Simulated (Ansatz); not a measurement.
# Run report: Al$_{2}$O$_{3}$, single-point calculation

Al$_{2}$O$_{3}$ (5 atoms in the cell), computed with DFT r2SCAN, scalar-relativistic, plane waves, PAW, no spin polarisation (Ansatz 0.2.0).

The structure derives from a Materials Project entry. Figures and captions count atoms from 1; the log counts them from 0 in places.

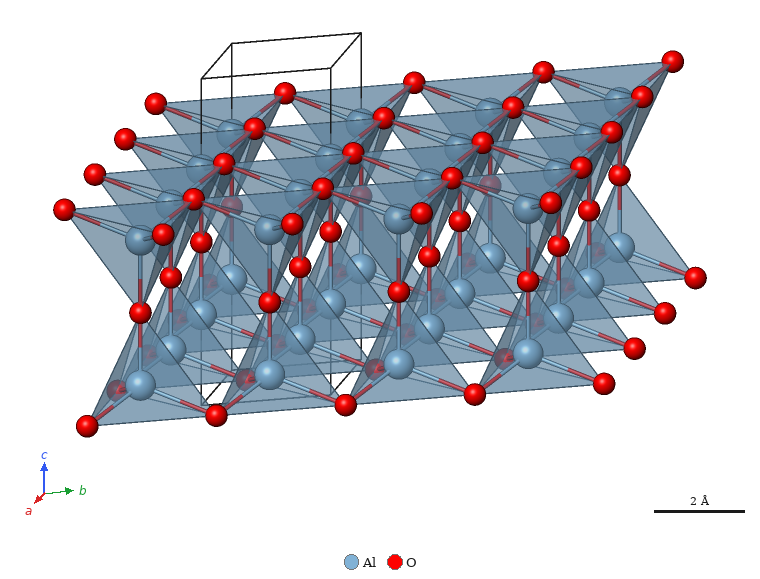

Fig. 1: The structure as given in the input (polyhedral view of the cell of the calculation, repeated 3 × 3 × 1, seen slightly off an axis; polyhedra are completed across the faces of the cell).

**Key numbers**

```json
{"quantity": "outcome", "value": "converged"}
{"quantity": "space group (tolerance 0.01 Å)", "value": "P-3m1 (164)"}
{"quantity": "electrons treated", "value": "24"}
{"quantity": "free energy", "value": "−2793.8257 eV"}
{"quantity": "Fermi energy", "value": "6.093 eV"}
{"quantity": "gap on the k-point mesh", "value": "2.96 eV"}
{"quantity": "pressure", "value": "−5.51 GPa"}
{"quantity": "largest force (length of the vector)", "value": "0.390 eV/Å"}
{"quantity": "hardware", "value": "1 thread of Oxide Virtual Turin-like (Zen 5), 32 GiB of memory available, shared host"}
{"quantity": "wall time", "value": "7.2 s"}
{"quantity": "peak memory", "value": "0.54 GiB"}
```

**Notes**

The cell is under a tension of 5.5 GPa at this level, so it is not at its equilibrium volume.

**The input**
```yaml
crystal:
  lattice:
    - [3.017482544, 0.0, 0.0]
    - [-1.508741272, 2.6132165386, 0.0]
    - [0.0, 0.0, 7.5746360022]
  atoms:
    - { symbol: Al, position: [0.0, 0.0, 0.277951] }
    - { symbol: Al, position: [0.0, 0.0, 0.722049] }
    - { symbol: O, position: [0.3333333333, 0.6666666667, 0.199454] }
    - { symbol: O, position: [0.6666666667, 0.3333333333, 0.800546] }
    - { symbol: O, position: [0.0, 0.0, 0.5] }
basis:
  ecutwfc: 500
kpoints:
  mp_grid: { grid: [12, 12, 4] }
hamiltonian:
  xc: r2scan
scf:
  occupations: { method: gaussian, width: 0.05 }
output:
  forces: true
  stress: true
  eigenvalues: true
  write_density: true
  write_potential: true
  elf: true
  volumetric_format: npy
```

Launch command:
```bash
ansatz run input.yaml --threads 1 --pin off --max-ram 2560MiB --backend cpu --events-out ev --progress --plain --runs-dir out
```

**Output**
```
Engine: ansatz 0.2.0, x86_64-unknown-linux-gnu
Pseudopotentials: kind: paw
Pseudopotential: Al, paw, valence charge 3, recommended cutoff 500 eV (meta_gga), Al.paw.azcp
Pseudopotential: O, paw, valence charge 6, recommended cutoff 500 eV (meta_gga), O.paw.azcp
Functional definition: r2SCAN
  parameter k0 = 0.174
  parameter k1 = 0.065
  parameter a1 = 4.9479
  exchange = r2scan_x(k0 = k0, k1 = k1, a1 = a1)
  correlation = r2scan_c
Crystal: 5 atoms, lattice volume = 59.729 Å³
Basis set: ecut = 500 eV, 1539 PW (Γ), exchange–correlation on 96×96×240 points (64 copies of the dense FFT grid, shifted against one another)
Bands: 17, of which v1, the nominal top of the filled ones, is band 12 counted from 1 (11 counted from 0)
Symmetry: 12 space group operations
Space group: P-3m1 (ITA 164), of the structure as read, at distance tolerance 3.9e-5 Å
k-points: 69 of 576
Non-local potential: Al, projectors of the file, l = 0: 2, l = 1: 2, l = 2: 1
Non-local potential: O, projectors of the file, l = 0: 2, l = 1: 2, l = 2: 1
PAW form: soft (Blöchl's): semilocal exchange-correlation on the pseudo side does not see the compensation charge
PAW frozen core: Al, regenerated for the run's functional (the file was generated under x = pbe(κ = 0.804, μ = 0.2195149727645171), c = pbe(β = 0.06672455060314922))
PAW frozen core: O, regenerated for the run's functional (the file was generated under x = pbe(κ = 0.804, μ = 0.2195149727645171), c = pbe(β = 0.06672455060314922))
PAW one-centre angular grid: Al, 302 points (default); XC on 160 Gauss nodes
PAW one-centre angular grid: O, 302 points (default); XC on 160 Gauss nodes
Initial density: superposition of atomic densities (neutral atoms: chi_scale 0, normalization atom), corrected by the library's trained network
Initial wavefunctions: pseudopotential atomic-orbital guess
Functional: x = r2scan, c = r2scan; τ floored in thin density (d = 2e-4 eV/Å³)
SCF iter   1: F=—  HF=-2793.689242 eV  |F-HF|=—  |Δ(HF+E_count)|=         —  Δρ=6.58e-3  dr2=3.16e-2  dr2_τ=2.81e-1  ethr=1.77e-3  ⟨swp⟩=6.0  Hψ=6930  notcnv=0
preconditioner: auto → none  [insulator: Δε(μ)=3.162 eV  Ē_g=16.290 eV  σ=0.050 eV  W_gap=1.00  n_scr=4 (ndim 8)  ℏωp=23.5 eV  f_vac=0.039  D(μ)=0.00/eV (n_scr^D=0)  ε∞_Penn≈3.1]
SCF iter   2: F=—  HF=-2793.827046 eV  |F-HF|=—  |Δ(HF+E_count)|=   1.38e-1  Δρ=5.05e-3  dr2=6.79e-3  dr2_τ=1.42e-3  ethr=1.32e-4  ⟨swp⟩=3.0  Hψ=2974  notcnv=0  defer=69
SCF iter   3: F=—  HF=-2793.826084 eV  |F-HF|=—  |Δ(HF+E_count)|=   9.62e-4  Δρ=2.02e-3  dr2=1.72e-3  dr2_τ=2.41e-4  ethr=2.83e-5  ⟨swp⟩=2.0  Hψ=2027  notcnv=0  defer=69
SCF iter   4: F=—  HF=-2793.825748 eV  |F-HF|=—  |Δ(HF+E_count)|=   3.36e-4  Δρ=6.70e-4  dr2=2.60e-4  dr2_τ=4.95e-5  ethr=7.18e-6  ⟨swp⟩=2.0  Hψ=1774  notcnv=0  defer=69
SCF iter   5: F=—  HF=-2793.825688 eV  |F-HF|=—  |Δ(HF+E_count)|=   5.99e-5  Δρ=1.34e-4  dr2=7.83e-6  dr2_τ=6.40e-7  ethr=1.08e-6  ⟨swp⟩=2.2  Hψ=2254  notcnv=0  defer=69
SCF iter   6: F=—  HF=-2793.825688 eV  |F-HF|=—  |Δ(HF+E_count)|=   2.28e-7  Δρ=6.22e-5  dr2=2.69e-6  dr2_τ=1.17e-7  ethr=3.26e-8  ⟨swp⟩=2.1  Hψ=1885  notcnv=0  defer=69
SCF iter   7: F=—  HF=-2793.825687 eV  |F-HF|=—  |Δ(HF+E_count)|=   2.62e-7  Δρ=2.57e-5  dr2=4.09e-7  dr2_τ=1.28e-8  ethr=1.12e-8  ⟨swp⟩=2.0  Hψ=1725  notcnv=0  defer=69
SCF iter   8: F=-2793.825687 eV  HF=-2793.825687 eV  |F-HF|=6.70e-9  |Δ(HF+E_count)|=   2.32e-8  Δρ=5.72e-6  dr2=1.99e-8  dr2_τ=6.10e-10  ethr=4.17e-10  ⟨swp⟩=12.8  Hψ=8012  notcnv=0
SCF 1 converged in 8 iterations: F = -2793.825687 eV  dr2 = 1.99e-8
  greatest PAW one-centre occupation: 0.868 electrons in one spin orbital (limit 2), on the O atom at site 4 (counted from 0), in its partial waves of l = 0
```

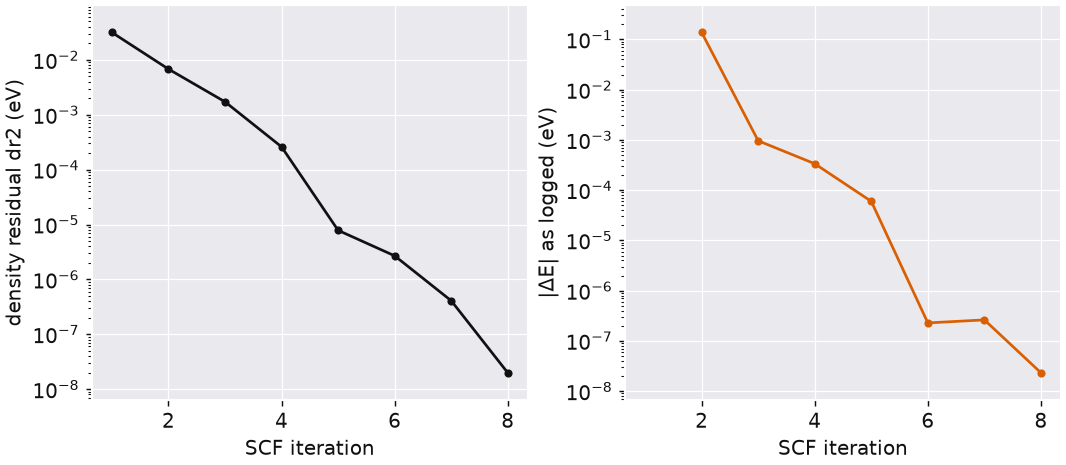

Fig. 2: Convergence of the self-consistent field: density residual dr2 and size of the energy change against the SCF iteration. The residual falls at every step.

```
SCF converged after 8 iterations
Free energy (F): -2793.825687 eV
Harris-Foulkes:  -2793.825687 eV  (|F-HF|=6.70e-9)
Internal energy: -2793.825687 eV  (E = F + TS)
E sigma→0 (E₀):  -2793.825687 eV
Fermi energy:    6.092763 eV
--- Per-component energies (eV) ---
  E_band       = -74.396645
  E_kinetic    = 585.793201
  E_local      = -1331.510334  (includes V_loc(G=0)·N_el)
  E_nonlocal   = 160.435004
  E_hartree    = 495.629976
  E_xc         = -296.664812
  E_vxc        = -384.622689  (∫ρ·V_xc dr)
  E_paw        = -1428.072286  (= ΣΔE_a)
  E_vpaw       = -119.940510  (= ΣTr[D̂ρ^β])
  E_aug_tail   = 0.003184  (compensation charges beyond the density's cutoff)
  E_vtau       = 24.189646  (kinetic-family band-sum trace: ∫τ·v_τ [+ j·A + Jᵃ·Aᵃ] dr)
  E_ewald      = -979.223582
  E_core_change = -0.216039  (= ΣΔE_core)
  E_smearing   = -0.000000  (= −TS)
  E_closure    = 0.000000  (closes the sum)
  Σ components = -2793.825687   (vs F -2793.825687, Δ=0.00e0)
--- Forces (eV/Å), atoms counted from 1 ---
  atom   1  Al     0.00000000    -0.00000000     0.17297783
  atom   2  Al     0.00000000     0.00000000    -0.17297783
  atom   3  O      0.00000000     0.00000000     0.39021971
  atom   4  O     -0.00000000    -0.00000000    -0.39021971
  atom   5  O     -0.00000000     0.00000000     0.00000000
  max |Σ_I F_I| component: 5.55e-17 eV/Å
--- Stress (GPa, compression-positive) ---
       -5.210769       0.000000      -0.000000
        0.000000      -5.210769      -0.000000
       -0.000000       0.000000      -6.102963
  P = ⅓ Tr σ = -5.5082 GPa (-55.082 kbar)
--- Band table (eV; the first three rows and the last of 69) ---
  k-point 0: bands = ["-16.0189", "-15.8366", "-13.2353", "-1.2901", "0.0277", "0.7921", "0.7921", "0.8072", "0.8072", "2.1911", "4.6134", "4.6134", "7.5705", "9.6626", "12.7098", "16.1016", "16.1230"]
  k-point 1: bands = ["-15.9939", "-15.8646", "-13.2309", "-1.4267", "0.3742", "0.7890", "0.7890", "0.8104", "0.8104", "1.9099", "4.6132", "4.6132", "7.8738", "9.3228", "13.0389", "14.9379", "17.3864"]
  k-point 2: bands = ["-15.9387", "-15.9229", "-13.2265", "-1.5334", "0.7866", "0.7866", "0.8128", "0.8128", "0.8703", "1.4531", "4.6131", "4.6131", "8.4942", "8.6759", "13.6072", "14.1400", "17.5853"]
  k-point 68: bands = ["-15.0071", "-15.0071", "-12.7543", "-1.9822", "-1.5984", "-1.5984", "-1.3656", "0.9600", "1.0999", "1.0999", "3.1114", "3.1114", "12.1653", "12.1653", "13.0401", "15.7306", "16.3237"]
```

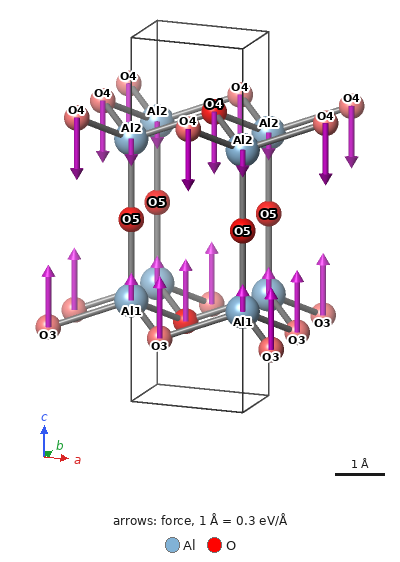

Fig. 3: Forces on the atoms as pink arrows (ball-and-stick view of the cell of the calculation, seen slightly off an axis; neighbours outside the cell are drawn fainter; atoms are numbered from 1 in the order of the input). The largest act on O3, O4 (0.39 eV/Å); Al1, Al2 (0.17 eV/Å). The geometry is not a stationary point of this energy.

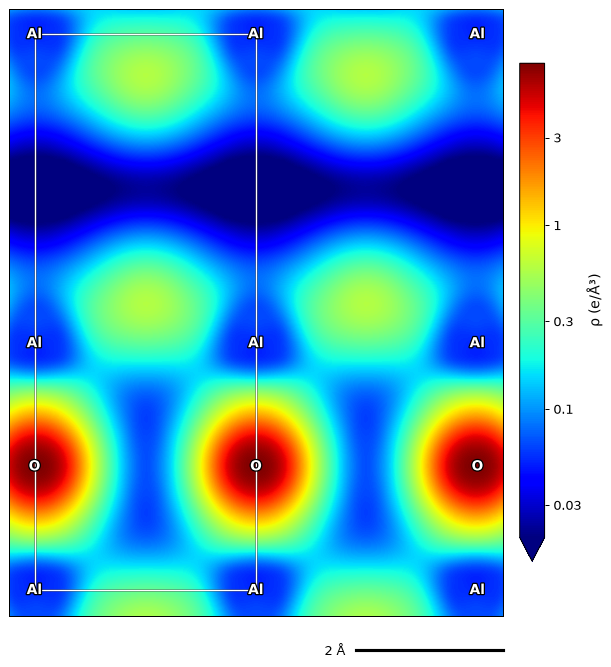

Fig. 4: Valence electron density on the (010) plane of the conventional cell. Atoms in the plane: Al and O. Al–O (1.68 Å): ρ is about 0.91 e/Å³ halfway. Away from the nuclei the density in this plane falls to 0.01 e/Å³ at its lowest. The fields are those of the smooth PAW valence density.

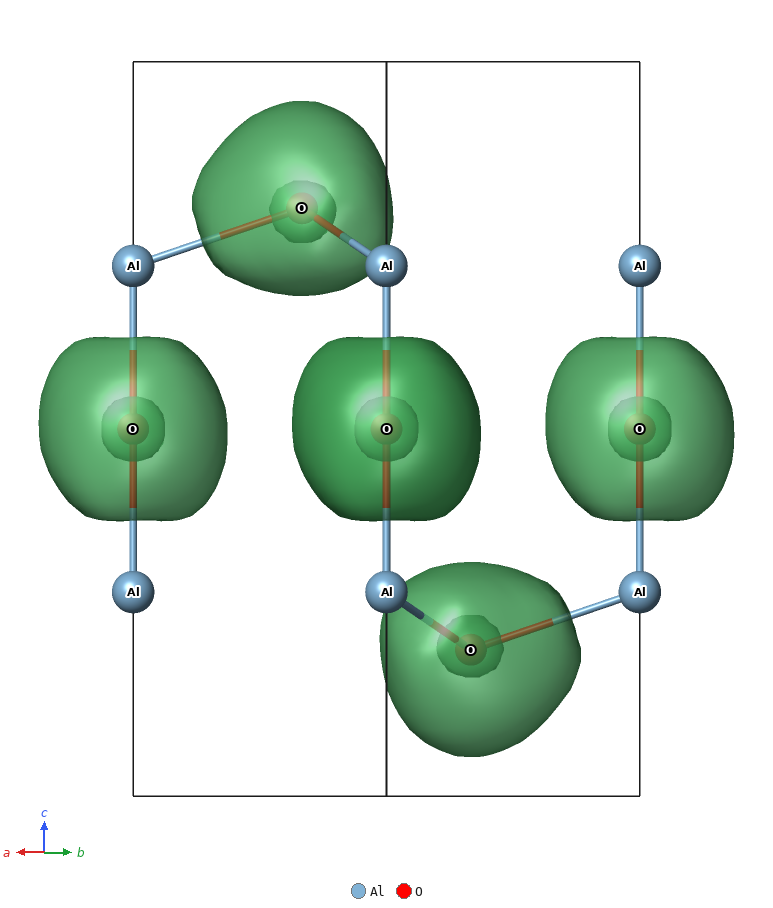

Fig. 5: Isosurface of the ELF at 0.65 (green), seen along [110]. Only the valence region is drawn (cores and ρ < 0.01 e/Å³ removed). Sticks mark near contacts. The outline is the cell set on symmetry axes. Along the contacts the grid gives the following. Al–O (1.68 Å): the ELF is about 0.80 at the midpoint. Al–O (1.84 Å): the ELF is about 0.85 at the midpoint.

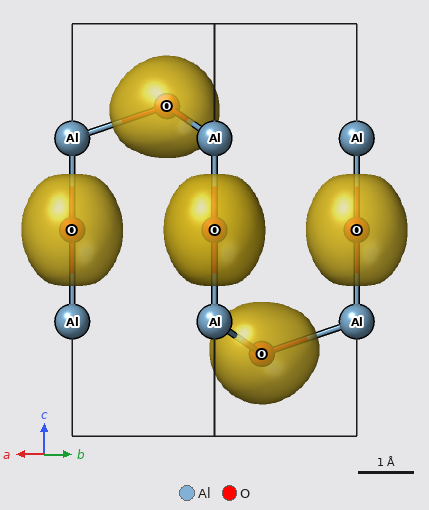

Fig. 6: Isosurface of the valence electron density at 0.4 e/Å³ (yellow), seen along [110]. Sticks mark near contacts. The outline is the cell set on symmetry axes. At this value the density breaks into separate islands; it holds about 75 % of the electrons treated as valence. On the grid the lowest density along these lines, outside the cores, is 0.71 e/Å³ (Al–O, 1.68 Å) and 0.53 e/Å³ (Al–O, 1.84 Å).
